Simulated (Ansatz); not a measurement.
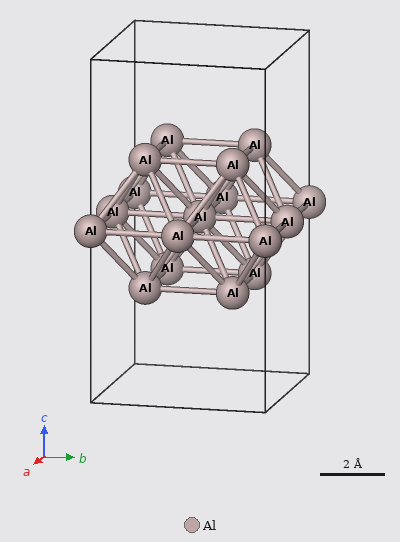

The structure (ball-and-stick view of the cell of the calculation, with the vacuum cut short, seen slightly off an axis).

Single-point calculation of Al

System: Al (slab, 12 atoms in the cell).
Method: DFT, PBE, dispersion d3bj, plane waves, PAW, PAW set soft_1, no spin polarisation (Ansatz 0.2.0).

The structure derives from an entry of the Crystallography Open Database. Figures and captions count atoms from 1; the log counts them from 0 in places.

## Input
```yaml
crystal:
  lattice:
    - [5.7135165838, 0.0, 0.0]
    - [0.0, 5.7135165838, 0.0]
    - [0.0, 0.0, 19.6746954361]
  atoms:
    - { symbol: Al, position: [0.25, 0.25, 0.203306832] }
    - { symbol: Al, position: [0.25, 0.75, 0.203306832] }
    - { symbol: Al, position: [0.75, 0.25, 0.203306832] }
    - { symbol: Al, position: [0.75, 0.75, 0.203306832] }
    - { symbol: Al, position: [0.0, 0.0, 0.3092728611] }
    - { symbol: Al, position: [0.0, 0.5, 0.3092728611] }
    - { symbol: Al, position: [0.5, 0.0, 0.3092728611] }
    - { symbol: Al, position: [0.5, 0.5, 0.3092728611] }
    - { symbol: Al, position: [0.25, 0.25, 0.415492858] }
    - { symbol: Al, position: [0.25, 0.75, 0.415492858] }
    - { symbol: Al, position: [0.75, 0.25, 0.415492858] }
    - { symbol: Al, position: [0.75, 0.75, 0.415492858] }
kpoints:
  mp_grid: { grid: [5, 5, 1] }
hamiltonian:
  xc: pbe
  pseudopotentials: { kind: paw, azcp: { folder: soft_1 } }
  dispersion: d3bj
scf:
  occupations: { method: gaussian, width: 0.1 }
output:
  forces: true
  eigenvalues: true
efield:
  axis: 3
  dipole_correction: true
  ramp_width: 0.04
```

Launch command:
```bash
ansatz run input.yaml --threads 1 --pin off --max-ram 3072MiB --backend cpu --events-out ev --progress --plain --runs-dir out
```

## Log
```
Engine: ansatz 0.2.0, x86_64-unknown-linux-gnu
Pseudopotentials: kind: paw
Pseudopotential: Al, paw, valence charge 3, recommended cutoff 420 eV (normal), [file]
Functional definition: PBE
  parameter kappa = 0.804
  parameter beta = 0.06672455060314922
  exchange = pbe_x(kappa = kappa, mu = beta*pi^2/3)
  correlation = pbe_c(beta = beta)
Crystal: 12 atoms, lattice volume = 642.266 Å³
Basis set: ecut = 420 eV, 12653 PW (Γ), exchange–correlation on 80×80×270 points (8 copies of the dense FFT grid, shifted against one another)
Bands: 30, of which v1, the nominal top of the filled ones, is band 18 counted from 1 (17 counted from 0)
Symmetry: 32 space group operations
Space group: P4mm (ITA 99), of the structure as read, at distance tolerance 8.6e-5 Å
k-points: 6 of 25
Non-local potential: Al, projectors of the file, l = 0: 2, l = 1: 2, l = 2: 1
PAW form: soft (Blöchl's): semilocal exchange-correlation on the pseudo side does not see the compensation charge
PAW one-centre angular grid: Al, 110 points (default); XC on 64 Gauss nodes
Initial density: superposition of atomic densities (neutral atoms: chi_scale 0, normalization atom)
Initial wavefunctions: pseudopotential atomic-orbital guess
Functional: x = pbe(κ = 0.804, μ = 0.2195149727645171), c = pbe(β = 0.06672455060314922)
SCF iter   1: F=—  HF=-6450.379812 eV  |F-HF|=—  |Δ(HF+E_count)|=         —  Δρ=1.41e-2  dr2=7.44e0  ethr=3.10e-3  p=-0.000 e·Å  D=-2.18e-8 V/Å  ΔV_dip=0.00 eV  dr2_dipole=3.03e-5  V_vac-E_F(+/−)=6.15/6.15 eV  ⟨swp⟩=7.8  Hψ=1101  notcnv=0
efield: sawtooth ramp at fractional position 0.7894 (placed from the atoms, in the widest stretch of the axis that holds none; the zero of the levels goes with the place), width 0.0400; the density the first Hamiltonian is built on has a dipole p = -0.000 e·Å; the dipole correction subtracts the counter field D = -2.18e-8 V/Å, which shifts the + side's vacuum level by +0.00 eV against the − side's; the planar-averaged density in the ramp window peaks in size at 1.9e-8 e/Å³
preconditioner: auto → LDOS  [metal: Δε(μ)=0.008 eV  Ē_g=6.008 eV  σ=0.100 eV  W_gap=0.04  n_scr=66 (ndim 8)  ℏωp=8.8 eV  f_vac=0.503  D(μ)=9.68/eV (n_scr^D=50)  β→1.0]
SCF iter   2: F=—  HF=-6448.861285 eV  |F-HF|=—  |Δ(HF+E_count)|=    1.52e0  Δρ=6.00e-3  dr2=6.03e-1  ethr=3.10e-3  p=0.000 e·Å  D=3.58e-5 V/Å  ΔV_dip=-0.00 eV  dr2_dipole=1.07e-7  V_vac-E_F(+/−)=5.02/5.02 eV  ⟨swp⟩=4.0  Hψ=459  notcnv=0  defer=20
SCF iter   3: F=—  HF=-6448.871870 eV  |F-HF|=—  |Δ(HF+E_count)|=   1.06e-2  Δρ=1.21e-3  dr2=3.72e-2  ethr=1.68e-3  p=0.000 e·Å  D=6.37e-5 V/Å  ΔV_dip=-0.00 eV  dr2_dipole=2.81e-7  V_vac-E_F(+/−)=4.67/4.67 eV  ⟨swp⟩=3.7  Hψ=314  notcnv=0  defer=20
SCF iter   4: F=—  HF=-6448.861944 eV  |F-HF|=—  |Δ(HF+E_count)|=   9.93e-3  Δρ=3.01e-4  dr2=7.72e-4  ethr=1.03e-4  p=0.000 e·Å  D=7.64e-5 V/Å  ΔV_dip=-0.00 eV  dr2_dipole=7.19e-7  V_vac-E_F(+/−)=4.54/4.54 eV  ⟨swp⟩=2.0  Hψ=268  notcnv=0  defer=20
SCF iter   5: F=—  HF=-6448.862241 eV  |F-HF|=—  |Δ(HF+E_count)|=   2.97e-4  Δρ=5.48e-5  dr2=9.53e-5  ethr=2.14e-6  p=0.000 e·Å  D=7.50e-5 V/Å  ΔV_dip=-0.00 eV  dr2_dipole=1.13e-6  V_vac-E_F(+/−)=4.52/4.52 eV  ⟨swp⟩=2.5  Hψ=342  notcnv=0  defer=20
SCF iter   6: F=—  HF=-6448.862127 eV  |F-HF|=—  |Δ(HF+E_count)|=   1.14e-4  Δρ=1.52e-5  dr2=1.18e-5  ethr=2.65e-7  p=0.000 e·Å  D=8.94e-5 V/Å  ΔV_dip=-0.00 eV  dr2_dipole=1.58e-6  V_vac-E_F(+/−)=4.51/4.51 eV  ⟨swp⟩=2.8  Hψ=264  notcnv=0  defer=20
SCF iter   7: F=—  HF=-6448.862126 eV  |F-HF|=—  |Δ(HF+E_count)|=   1.16e-6  Δρ=4.89e-6  dr2=6.99e-7  ethr=3.29e-8  p=0.000 e·Å  D=7.41e-5 V/Å  ΔV_dip=-0.00 eV  dr2_dipole=8.03e-8  V_vac-E_F(+/−)=4.51/4.51 eV  ⟨swp⟩=2.3  Hψ=256  notcnv=0  defer=20
SCF iter   8: F=-6448.862126 eV  HF=-6448.862126 eV  |F-HF|=1.83e-8  |Δ(HF+E_count)|=   1.57e-7  Δρ=9.30e-7  dr2=9.04e-9  ethr=2.78e-10  p=0.000 e·Å  D=7.81e-5 V/Å  ΔV_dip=-0.00 eV  dr2_dipole=3.42e-10  V_vac-E_F(+/−)=4.51/4.51 eV  ⟨swp⟩=16.0  Hψ=1171  notcnv=0
SCF 1 converged in 8 iterations: F = -6448.862126 eV  dr2 = 9.04e-9
  greatest PAW one-centre occupation: 0.484 electrons in one spin orbital (limit 2), on the Al atom at site 11 (counted from 0), in its partial waves of l = 0
SCF converged after 8 iterations
Free energy (F): -6448.862126 eV
Harris-Foulkes:  -6448.862126 eV  (|F-HF|=1.83e-8)
Internal energy: -6448.843353 eV  (E = F + TS)
E sigma→0 (E₀):  -6448.852740 eV
Entropy (-TS):   -0.018773 eV (-1.564 meV/atom)
Fermi energy:    -0.625887 eV
Dipole field:    D = 0.000064 V/Å  (p = 0.000228 e·Å, saw-weighted, corrected)
Work function:   Φ+ = 4.5072 eV   Φ− = 4.5084 eV
Levels:          The Fermi level and band energies are counted from a zero that moves with the ramp; work functions are not
--- Per-component energies (eV) ---
  E_band       = -158.803709
  E_kinetic    = 246.650272
  E_local      = -5359.114714  (includes V_loc(G=0)·N_el)
  E_nonlocal   = 122.006402
  E_hartree    = 2602.581022
  E_xc         = -438.953958
  E_vxc        = -332.083260  (∫ρ·V_xc dr)
  E_paw        = -5632.047087  (= ΣΔE_a)
  E_vpaw       = -41.427102  (= ΣTr[D̂ρ^β])
  E_aug_tail   = -0.000022  (compensation charges beyond the density's cutoff)
  E_efield     = 0.000000  (sawtooth field / dipole correction)
  E_vefield    = 0.000002  (∫n·V_field dr)
  E_ewald      = 2012.539929
  E_disp       = -2.505197  (pairwise vdW)
  E_smearing   = -0.018773  (= −TS)
  E_closure    = 0.000000  (closes the sum)
  Σ components = -6448.862126   (vs F -6448.862126, Δ=0.00e0)
--- Forces (eV/Å), atoms counted from 1 ---
  atom   1  Al     0.00000000    -0.00000000     0.09134644
  atom   2  Al     0.00000000    -0.00000000     0.09134644
  atom   3  Al     0.00000000    -0.00000000     0.09134644
  atom   4  Al     0.00000000    -0.00000000     0.09134644
  atom   5  Al     0.00000000    -0.00000000     0.01093232
  atom   6  Al     0.00000000    -0.00000000     0.01093232
  atom   7  Al     0.00000000    -0.00000000     0.01093232
  atom   8  Al     0.00000000    -0.00000000     0.01093232
  atom   9  Al    -0.00000000     0.00000000    -0.10227705
  atom  10  Al    -0.00000000    -0.00000000    -0.10227705
  atom  11  Al    -0.00000000    -0.00000000    -0.10227705
  atom  12  Al    -0.00000000    -0.00000000    -0.10227705
  max |Σ_I F_I| component: 6.82e-6 eV/Å
--- Band table (eV; the first three rows and the last of 6) ---
  k-point 0: bands = ["-10.6705", "-8.5688", "-6.2812", "-6.2812", "-6.1709", "-6.1709", "-5.3666", "-4.2730", "-4.2730", "-4.0748", "-4.0748", "-2.5109", "-2.5109", "-2.3706", "-1.3769", "-1.3769", "-1.2990", "-0.9535", "-0.5987", "-0.5987", "-0.5669", "-0.5669", "0.9087", "0.9805", "1.3848", "1.3848", "1.3929", "2.4108", "2.4108", "2.5057"]
  k-point 1: bands = ["-10.4901", "-8.3903", "-7.8114", "-6.1074", "-5.9957", "-5.7417", "-5.1892", "-4.3124", "-4.0950", "-3.9083", "-3.5635", "-3.4654", "-2.5816", "-2.2909", "-2.2021", "-1.5369", "-1.4829", "-1.2055", "-0.4336", "0.0812", "0.3254", "0.3326", "0.9063", "1.3016", "1.5515", "1.5563", "1.8049", "2.1705", "2.2035", "2.6700"]
  k-point 2: bands = ["-9.9504", "-9.0553", "-7.8562", "-6.9709", "-5.5881", "-5.4733", "-4.7306", "-4.6592", "-4.6152", "-3.7837", "-3.5647", "-3.4104", "-2.6965", "-2.5889", "-2.0889", "-1.6998", "-0.9132", "-0.6941", "-0.0008", "0.0550", "0.1475", "0.4080", "0.8379", "2.0499", "2.1132", "2.2396", "2.4171", "2.4431", "2.6968", "2.8635"]
  k-point 5: bands = ["-9.2337", "-8.3429", "-8.3429", "-7.4581", "-7.1469", "-6.2658", "-6.2658", "-5.3905", "-3.9560", "-3.0863", "-3.0863", "-2.2247", "-1.4746", "-1.4746", "-1.1829", "-1.0285", "-0.2370", "-0.2370", "0.2647", "0.4804", "0.5757", "0.5757", "0.5969", "0.7580", "1.8709", "2.1963", "2.1963", "2.4150", "2.4373", "2.9183"]
```

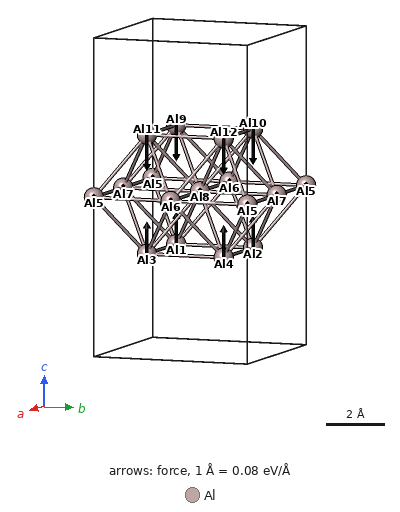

Forces on the atoms as black arrows (ball-and-stick view of the cell of the calculation, with the vacuum cut short, seen slightly off an axis; atoms are numbered from 1 in the order of the input). The largest act on Al9, Al10, Al11, Al12 (0.10 eV/Å); Al1, Al2, Al3, Al4 (0.09 eV/Å). The geometry is not a stationary point of this energy.

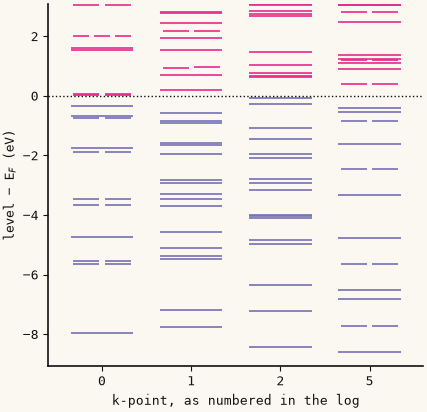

Kohn–Sham levels near the Fermi level (dotted) at the few k-points that the log prints; levels within 0.02 eV of each other stand side by side. The system is metallic on the full mesh.

## Summary

```tsv
quantity	value
outcome	converged
electrons treated	36
free energy	−6448.8621 eV
Fermi energy	−0.626 eV
gap on the k-point mesh	none (metallic)
largest force (length of the vector)	0.102 eV/Å
hardware	1 thread of AMD EPYC (Zen 3), 32 GiB of memory available, shared host
wall time	8.4 s
peak memory	0.59 GiB
```

## Remarks

Settings chosen away from the usual ones: hamiltonian.dispersion set to d3bj; basis.ecutwfc removed.
